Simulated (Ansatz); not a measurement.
System: Ni₅Ge₃.

Input

```
crystal:
  lattice:
    - [5.3434504848, -3.3276434423, 0.0014759122]
    - [5.3434504848, 3.3276434423, 0.0014759122]
    - [-3.2286649939, 0.0, 5.3911922543]
  atoms:
    - { symbol: Ni, position: [0.3286081982, 0.8199288908, 0.14836773] }
    - { symbol: Ni, position: [0.1800711092, 0.6713918018, 0.35163227] }
    - { symbol: Ni, position: [0.6713918018, 0.1800711092, 0.85163227] }
    - { symbol: Ni, position: [0.8199288908, 0.3286081982, 0.64836773] }
    - { symbol: Ni, position: [0.0, 0.5, 0.5] }
    - { symbol: Ni, position: [0.5, 0.0, 0.0] }
    - { symbol: Ni, position: [0.2598671146, 0.087028255, 0.5856574217] }
    - { symbol: Ni, position: [0.912971745, 0.7401328854, 0.9143425783] }
    - { symbol: Ni, position: [0.7401328854, 0.912971745, 0.4143425783] }
    - { symbol: Ni, position: [0.087028255, 0.2598671146, 0.0856574217] }
    - { symbol: Ge, position: [0.1061882155, 0.8938117845, 0.75] }
    - { symbol: Ge, position: [0.8938117845, 0.1061882155, 0.25] }
    - { symbol: Ge, position: [0.4159585108, 0.2854655784, 0.4527643135] }
    - { symbol: Ge, position: [0.7145344216, 0.5840414892, 0.0472356865] }
    - { symbol: Ge, position: [0.5840414892, 0.7145344216, 0.5472356865] }
    - { symbol: Ge, position: [0.2854655784, 0.4159585108, 0.9527643135] }
basis:
  ecutwfc: 420
kpoints:
  mp_grid: { grid: [8, 8, 8] }
  band_path:
    path:
      - [[0.0, 0.0, 0.0], [-0.38168472, 0.38168472, 0.0]]
      - [[-0.61831528, -0.38168472, 0.0], [-0.5, -0.5, 0.0], [0.0, 0.0, 0.0], [-0.5, -0.5, 0.5], [-0.73332409, -0.26667591, 0.5]]
      - [[-0.26667591, 0.26667591, 0.5], [0.0, 0.0, 0.5], [0.0, 0.0, 0.0]]
      - [[-0.5, 0.0, 0.5], [0.0, 0.0, 0.0], [-0.5, 0.0, 0.0]]
    npoints: 10
hamiltonian:
  xc: pbesol
scf:
  occupations: { method: gaussian, width: 0.1 }
  n_extra_bands: 40
output:
  forces: true
  stress: true
  eigenvalues: true
  populations: true
  dos: { projected: true, de: 0.02, nscf_kmesh: { grid: [12, 12, 12] } }
  bader: false
  write_density: true
  write_potential: true
  elf: true
  volumetric_format: npy
```

Command:

```sh
ansatz run input.yaml --threads 4 --pin off --max-ram 10240MiB --backend cpu --events-out ev --progress --plain --runs-dir out
```

Below, planes, directions and counts refer to the conventional cell (a = 10.69 Å, b = 6.66 Å, c = 6.28 Å, α = 90.00°, β = 120.90°, γ = 90.00°).

Space group C2/c; a structure from a database of computed crystals, not necessarily the ambient phase; computed without spin polarisation.

Theory: DFT PBEsol, scalar-relativistic, plane waves, PAW in Ansatz.

Question: Predict the valence pseudo-density and electron localisation function between the atoms.

Answer: Ni–Ge (2.33 Å): ρ at the midpoint is about 0.47 e/Å³; the ELF is about 0.40 at the midpoint.
Ni–Ni (2.49 Å): ρ is about 0.33 e/Å³ halfway; the ELF is about 0.25 at the midpoint (no localised pair shows between them).
Ni–Ge (2.42 Å): the density is about 0.42 e/Å³ at the midpoint; the ELF is about 0.40 at the midpoint.
Ni–Ni (2.53 Å): the density is about 0.32 e/Å³ at the midpoint; the ELF is about 0.25 at the midpoint; no localised pair shows between them.

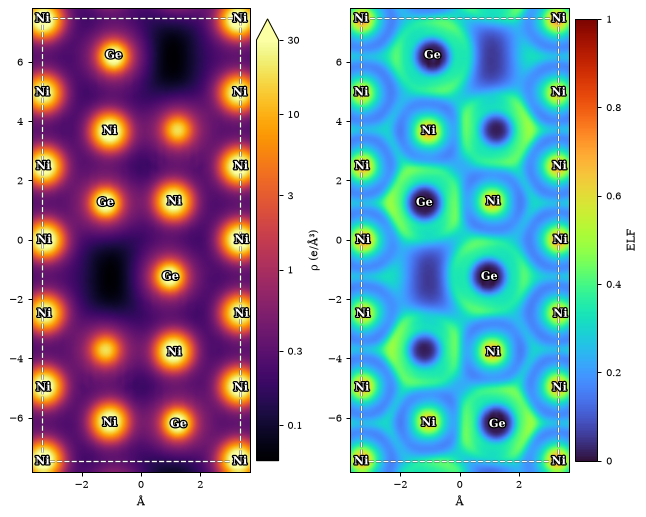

Computed valence pseudo-density and electron localisation function on the (101) plane of the conventional cell, in this order. Atoms just off the plane (Ge, 0.3 Å away) can leave unmarked features too.

The density is the valence pseudo-density of a PAW calculation; it isn't the true density close to the nuclei.
